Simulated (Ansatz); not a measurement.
**Single-point calculation of SnGe₃₁ (part 1 of 2)**

SnGe₃₁ (I-43m, 32 atoms in the cell), computed with DFT r2SCAN, scalar-relativistic, plane waves, PAW, no spin polarisation (Ansatz 0.2.0).

The structure was built on a prototype by a generator; it need not be a known phase.

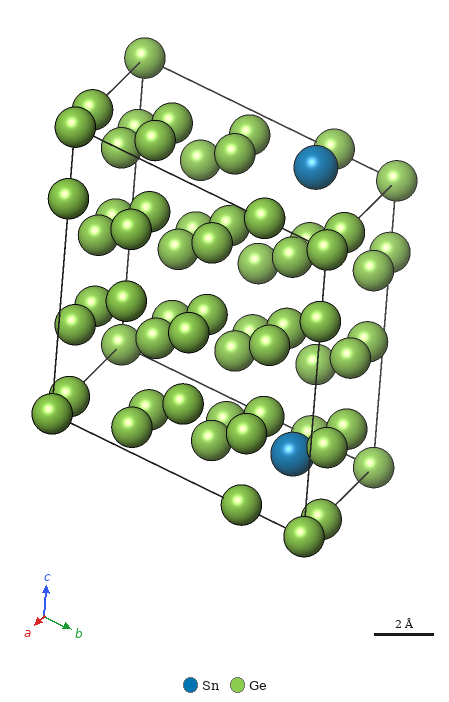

*The input geometry (spheres-only view of the cell of the calculation, seen slightly off an axis).*

### The input
```yaml
crystal:
  lattice:
    - [5.7038338204, -5.7038338204, 5.7038338204]
    - [5.7038338204, 5.7038338204, -5.7038338204]
    - [-5.7038338204, 5.7038338204, 5.7038338204]
  atoms:
    - { symbol: Sn, position: [0.25, 0.75, 0.0] }
    - { symbol: Ge, position: [0.5016481742, 0.497761628, 0.0] }
    - { symbol: Ge, position: [0.75, 0.25, 0.0] }
    - { symbol: Ge, position: [-0.002238372, 0.75, 0.2516481742] }
    - { symbol: Ge, position: [-0.002238372, 0.0016481742, 0.0] }
    - { symbol: Ge, position: [0.25, 0.497761628, 0.2516481742] }
    - { symbol: Ge, position: [0.502238372, 0.2538865462, 0.252238372] }
    - { symbol: Ge, position: [0.75, 0.75, 0.5] }
    - { symbol: Ge, position: [0.7538865462, 0.002238372, 0.252238372] }
    - { symbol: Ge, position: [-0.0016481742, 0.4983518258, 0.4961134538] }
    - { symbol: Ge, position: [0.25, 0.25, 0.5] }
    - { symbol: Ge, position: [0.5016481742, 0.75, 0.747761628] }
    - { symbol: Ge, position: [0.502238372, 0.002238372, 0.5038865462] }
    - { symbol: Ge, position: [0.7461134538, 0.4983518258, 0.7483518258] }
    - { symbol: Ge, position: [-0.0016481742, 0.2461134538, 0.7483518258] }
    - { symbol: Ge, position: [0.25, 0.0016481742, 0.747761628] }
    - { symbol: Ge, position: [0.5130269681, 0.0130269681, 0.2630269681] }
    - { symbol: Ge, position: [0.7488536995, 0.75, 0.2510896153] }
    - { symbol: Ge, position: [-0.0010896153, 0.4989103847, 0.2477640843] }
    - { symbol: Ge, position: [0.25, 0.0010896153, 0.4988536995] }
    - { symbol: Ge, position: [0.25, 0.2488536995, 0.2510896153] }
    - { symbol: Ge, position: [0.5010896153, 0.75, 0.4988536995] }
    - { symbol: Ge, position: [0.7511463005, 0.5022359157, 0.5011463005] }
    - { symbol: Ge, position: [-0.0010896153, -0.0022359157, 0.7489103847] }
    - { symbol: Ge, position: [0.0022359157, 0.2511463005, 0.5011463005] }
    - { symbol: Ge, position: [0.25, 0.75, 0.7369730319] }
    - { symbol: Ge, position: [0.4977640843, 0.4989103847, 0.7489103847] }
    - { symbol: Ge, position: [0.7488536995, 0.0010896153, 0.0] }
    - { symbol: Ge, position: [0.7511463005, 0.2511463005, 0.7522359157] }
    - { symbol: Ge, position: [-0.0130269681, 0.75, 0.0] }
    - { symbol: Ge, position: [0.25, 0.4869730319, 0.0] }
    - { symbol: Ge, position: [0.5010896153, 0.2488536995, 0.0] }
basis:
  ecutwfc: 500
kpoints:
  mp_grid: { grid: [6, 6, 6] }
  band_path: { path: [[0.0, 0.0, 0.0], [0.05, 0.0, 0.0]], npoints: 1 }
hamiltonian:
  xc: r2scan
scf:
  occupations: { method: gaussian, width: 0.1 }
  n_extra_bands: 19
output:
  forces: true
  stress: true
  eigenvalues: true
```

Machine: 8 threads of AMD EPYC (Zen 3), 32 GiB of memory available, shared host.

Command:
```bash
ansatz run input.yaml --threads 8 --pin off --max-ram 22528MiB --backend cpu --events-out ev --progress --plain --runs-dir out
```

### Log
```
scf.n_extra_bands = 19 over 224 filled bands (N_el = 448.0): the run solves 243 bands
Engine: ansatz 0.2.0, x86_64-unknown-linux-gnu
Pseudopotentials: kind: paw
Pseudopotential: Sn, paw, valence charge 14, recommended cutoff 500 eV (meta_gga), Sn.paw.azcp
Pseudopotential: Ge, paw, valence charge 14, recommended cutoff 500 eV (meta_gga), Ge.paw.azcp
Functional definition: r2SCAN
  parameter k0 = 0.174
  parameter k1 = 0.065
  parameter a1 = 4.9479
  exchange = r2scan_x(k0 = k0, k1 = k1, a1 = a1)
  correlation = r2scan_c
Crystal: 32 atoms, lattice volume = 742.268 Å³
Basis set: ecut = 500 eV, 18781 PW (Γ), exchange–correlation on 300×300×300 points (64 copies of the dense FFT grid, shifted against one another)
Bands: 243, of which v1, the nominal top of the filled ones, is band 224 counted from 1 (223 counted from 0)
Symmetry: 24 space group operations
Space group: I-43m (ITA 217), of the structure as read, at distance tolerance 9.1e-5 Å
k-points: 16 of 216 (time reversal used)
Non-local potential: Sn, projectors of the file, l = 0: 2, l = 1: 2, l = 2: 2, l = 3: 2
Non-local potential: Ge, projectors of the file, l = 0: 2, l = 1: 2, l = 2: 3, l = 3: 1
PAW form: soft (Blöchl's): semilocal exchange-correlation on the pseudo side does not see the compensation charge
PAW frozen core: Sn, regenerated for the run's functional (the file was generated under x = pbe(κ = 0.804, μ = 0.2195149727645171), c = pbe(β = 0.06672455060314922))
PAW frozen core: Ge, regenerated for the run's functional (the file was generated under x = pbe(κ = 0.804, μ = 0.2195149727645171), c = pbe(β = 0.06672455060314922))
PAW one-centre angular grid: Sn, 590 points (default); XC on 249 of its mesh's 2787 points in the sphere
PAW one-centre angular grid: Ge, 590 points (default); XC on 160 Gauss nodes
Initial density: superposition of atomic densities (neutral atoms: chi_scale 0, normalization atom), corrected by the library's trained network
Initial wavefunctions: pseudopotential atomic-orbital guess
Functional: x = r2scan, c = r2scan; τ floored in thin density (d = 2e-4 eV/Å³)
SCF iter   1: F=—  HF=-139428.363370 eV  |F-HF|=—  |Δ(HF+E_count)|=         —  Δρ=6.24e-3  dr2=9.37e-2  dr2_τ=7.00e-2  ethr=1.77e-3  ⟨swp⟩=5.9  Hψ=14313  notcnv=0
preconditioner: auto → Resta (q_TF=auto, 2.508 Å⁻¹)  ε∞=2.7  [insulator: Δε(μ)=0.188 eV  Ē_g=21.833 eV  σ=0.100 eV  W_gap=0.77  n_scr=200 (ndim 8)  ℏωp=28.8 eV  f_vac=0.079  D(μ)=0.11/eV (n_scr^D=0)  ε∞_Penn≈2.7]
SCF iter   2: F=—  HF=-139428.499366 eV  |F-HF|=—  |Δ(HF+E_count)|=   1.36e-1  Δρ=1.55e-3  dr2=6.87e-3  dr2_τ=3.46e-4  ethr=2.09e-5  ⟨swp⟩=2.0  Hψ=8467  notcnv=0  defer=205
SCF iter   3: F=—  HF=-139428.500265 eV  |F-HF|=—  |Δ(HF+E_count)|=   8.99e-4  Δρ=1.08e-3  dr2=2.88e-3  dr2_τ=3.43e-5  ethr=1.53e-6  ⟨swp⟩=2.0  Hψ=6163  notcnv=0  defer=205
SCF iter   4: F=—  HF=-139428.500691 eV  |F-HF|=—  |Δ(HF+E_count)|=   4.26e-4  Δρ=5.89e-5  dr2=1.88e-5  dr2_τ=5.56e-7  ethr=6.42e-7  ⟨swp⟩=2.0  Hψ=4707  notcnv=0  defer=205
SCF iter   5: F=—  HF=-139428.500563 eV  |F-HF|=—  |Δ(HF+E_count)|=   1.28e-4  Δρ=2.56e-5  dr2=3.66e-6  dr2_τ=6.01e-8  ethr=4.19e-9  ⟨swp⟩=2.0  Hψ=7271  notcnv=0  defer=205
SCF iter   6: F=—  HF=-139428.500563 eV  |F-HF|=—  |Δ(HF+E_count)|=   1.68e-7  Δρ=8.29e-6  dr2=5.90e-7  dr2_τ=9.39e-9  ethr=8.16e-10  ⟨swp⟩=2.0  Hψ=7257  notcnv=0  defer=205
SCF iter   7: F=-139428.500564 eV  HF=-139428.500564 eV  |F-HF|=4.25e-9  |Δ(HF+E_count)|=   6.08e-8  Δρ=2.20e-6  dr2=5.34e-8  dr2_τ=1.02e-9  ethr=2.23e-11  ⟨swp⟩=9.1  Hψ=17162  notcnv=0
SCF 1 converged in 7 iterations: F = -139428.500564 eV  dr2 = 5.34e-8
  greatest PAW one-centre occupation: 0.998 electrons in one spin orbital (limit 2), on the Ge atom at site 15 (counted from 0), in its partial waves of l = 2
```

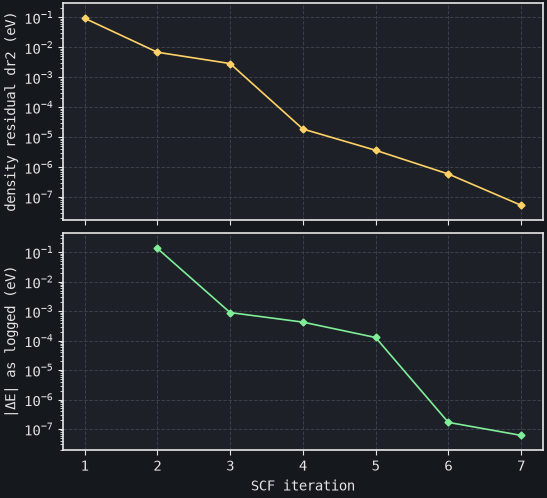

*Convergence of the self-consistent field: density residual dr2 and size of the energy change against the SCF iteration.*

The residual falls at every step.

```
NSCF: frozen V_eff on 2 k-points
SCF converged after 7 iterations
Free energy (F): -139428.500564 eV
Harris-Foulkes:  -139428.500564 eV  (|F-HF|=4.25e-9)
Internal energy: -139428.500239 eV  (E = F + TS)
E sigma→0 (E₀):  -139428.500401 eV
Entropy (-TS):   -0.000325 eV (-0.010 meV/atom)
Fermi energy:    8.388334 eV
--- Per-component energies (eV) ---
  E_band       = -5105.858064
  E_kinetic    = 3626.526624
  E_local      = -78134.744838  (includes V_loc(G=0)·N_el)
  E_nonlocal   = 12985.115123
  E_hartree    = 34479.540387
  E_xc         = -2515.352540
  E_vxc        = -2207.885043  (∫ρ·V_xc dr)
  E_paw        = -67217.591156  (= ΣΔE_a)
  E_vpaw       = -10458.884514  (= ΣTr[D̂ρ^β])
  E_aug_tail   = 0.000492  (compensation charges beyond the density's cutoff)
  E_vtau       = 124.899283  (kinetic-family band-sum trace: ∫τ·v_τ [+ j·A + Jᵃ·Aᵃ] dr)
  E_ewald      = -42619.070912
  E_core_change = -32.923419  (= ΣΔE_core)
  E_smearing   = -0.000325  (= −TS)
  E_closure    = -0.000000  (closes the sum)
  Σ components = -139428.500564   (vs F -139428.500564, Δ=0.00e0)
--- Forces (eV/Å), atoms counted from 1 ---
  atom   1  Sn    -0.00000000     0.00000000     0.00000000
  atom   2  Ge    -0.01570627     0.00179119    -0.00179119
  atom   3  Ge    -0.00000000     0.00000000     0.00000000
  atom   4  Ge     0.00179119    -0.00179119    -0.01570627
  atom   5  Ge    -0.01570627    -0.00179119     0.00179119
  atom   6  Ge     0.00179119    -0.01570627    -0.00179119
  atom   7  Ge    -0.00179119    -0.00179119     0.01570627
  atom   8  Ge    -0.00000000     0.00000000    -0.00000000
  atom   9  Ge    -0.00179119     0.01570627    -0.00179119
  atom  10  Ge     0.01570627     0.00179119     0.00179119
  atom  11  Ge    -0.00000000     0.00000000     0.00000000
  atom  12  Ge    -0.00179119     0.00179119    -0.01570627
  atom  13  Ge     0.01570627    -0.00179119    -0.00179119
  atom  14  Ge     0.00179119     0.01570627     0.00179119
  atom  15  Ge     0.00179119     0.00179119     0.01570627
  atom  16  Ge    -0.00179119    -0.01570627     0.00179119
  atom  17  Ge    -0.00096189    -0.00096189    -0.00096189
  atom  18  Ge     0.00114718    -0.00114718     0.01042505
  atom  19  Ge    -0.01042505     0.00114718     0.00114718
  atom  20  Ge    -0.00114718     0.01042505     0.00114718
  atom  21  Ge     0.00114718     0.01042505    -0.00114718
  atom  22  Ge    -0.00114718     0.00114718     0.01042505
  atom  23  Ge    -0.00114718    -0.00114718    -0.01042505
  atom  24  Ge     0.00114718     0.00114718    -0.01042505
  atom  25  Ge    -0.00114718    -0.01042505    -0.00114718
  atom  26  Ge    -0.00096189     0.00096189     0.00096189
  atom  27  Ge     0.00114718    -0.01042505     0.00114718
  atom  28  Ge     0.01042505    -0.00114718     0.00114718
  atom  29  Ge    -0.01042505    -0.00114718    -0.00114718
  atom  30  Ge     0.00096189    -0.00096189     0.00096189
  atom  31  Ge     0.00096189     0.00096189    -0.00096189
  atom  32  Ge     0.01042505     0.00114718    -0.00114718
  max |Σ_I F_I| component: 2.26e-17 eV/Å
--- Stress (GPa, compression-positive) ---
        0.017099       0.000000       0.000000
       -0.000000       0.017099       0.000000
        0.000000       0.000000       0.017099
  P = ⅓ Tr σ = 0.0171 GPa (0.171 kbar)
--- Band table (eV; the first three rows and the last of 16) ---
  k-point 0: bands = ["-17.2303", "-17.2239", "-17.2239", "-17.2239", "-17.2236", "-17.2236", "-17.2236", "-17.2209", "-17.2209", "-17.2209", "-17.2206", "-17.2206", "-17.2192", "-17.2192", "-17.2192", "-17.2169", "-17.2144", "-17.2144", "-17.2144", "-17.2100", "-17.2100", "-17.2100", "-17.2025", "-17.2025", "-17.2025", "-17.2005", "-17.2005", "-17.1818", "-17.1818", "-17.1818", "-17.1691", "-17.1691", "-17.1691", "-17.1426", "-17.1426", "-17.1403", "-17.1397", "-17.1397", "-17.1302", "-17.1302",
      "-17.1302", "-17.1252", "-17.1252", "-17.1252", "-17.1217", "-17.1217", "-17.1217", "-17.1159", "-17.1159", "-17.1106", "-17.1034", "-17.1034", "-17.1034", "-17.0987", "-17.0987", "-17.0987", "-17.0956", "-17.0956", "-17.0956", "-17.0918", "-17.0767", "-17.0767", "-17.0739", "-17.0739", "-17.0739", "-17.0681", "-17.0681", "-17.0681", "-17.0638", "-17.0628", "-17.0628", "-17.0628", "-17.0356", "-17.0294", "-17.0294", "-17.0182", "-17.0182", "-17.0182", "-17.0166", "-17.0166",
      "-17.0166", "-17.0027", "-17.0027", "-17.0027", "-16.9946", "-16.9940", "-16.9940", "-16.9940", "-16.9914", "-16.9914", "-16.9914", "-16.9895", "-16.9895", "-16.9868", "-16.9868", "-16.9796", "-16.9759", "-16.9759", "-16.9759", "-16.9734", "-16.9734", "-16.9734", "-16.9655", "-16.9655", "-16.9655", "-16.9649", "-16.9649", "-16.9649", "-16.9606", "-16.9606", "-16.9516", "-16.9453", "-16.9453", "-16.9301", "-16.9301", "-16.9301", "-16.9291", "-16.9291", "-16.9291", "-16.9146",
      "-16.9107", "-16.9107", "-16.9107", "-16.9052", "-16.9052", "-16.8975", "-16.8975", "-16.8975", "-16.8863", "-16.8863", "-16.8863", "-16.8831", "-16.8793", "-16.8747", "-16.8747", "-16.8747", "-16.8742", "-16.8742", "-16.8724", "-16.8724", "-16.8724", "-16.8702", "-16.8702", "-16.8702", "-16.8698", "-16.8698", "-16.8698", "-16.8443", "-16.8443", "-16.8411", "-16.8411", "-16.8411", "-16.8411", "-16.8411", "-16.8411", "-13.8570", "-13.8570", "-13.8570", "-13.8138", "-13.8138",
      "-4.9239", "-3.0409", "-3.0409", "-3.0246", "-3.0246", "-3.0246", "-3.0227", "-3.0227", "-3.0227", "-2.9733", "-2.9733", "-2.9733", "-2.5286", "-0.9430", "-0.9430", "-0.9217", "-0.9217", "-0.9217", "-0.6514", "1.4810", "1.4810", "1.4810", "1.4937", "1.4937", "1.4937", "1.5195", "1.5195", "1.6046", "1.6046", "1.6046", "1.9994", "4.2594", "4.2594", "4.2745", "4.2745", "4.2745", "4.2793", "4.2793", "4.2793", "4.3412",
      "4.4045", "4.4045", "4.4045", "5.0505", "5.0505", "5.0505", "5.0895", "5.0895", "5.0895", "6.5889", "6.5889", "6.5889", "6.6191", "6.6442", "6.6442", "6.6442", "6.6837", "6.6837", "6.8295", "6.8295", "6.8295", "8.2434", "8.2434", "8.2434", "8.4791", "9.2020", "9.2020", "9.2020", "9.2230", "9.2471", "9.2471", "10.3350", "10.3350", "10.3350", "10.3551", "10.3551", "10.3551", "10.4758", "10.4758", "10.4912",
      "10.4912", "10.4912", "10.6948"]
```
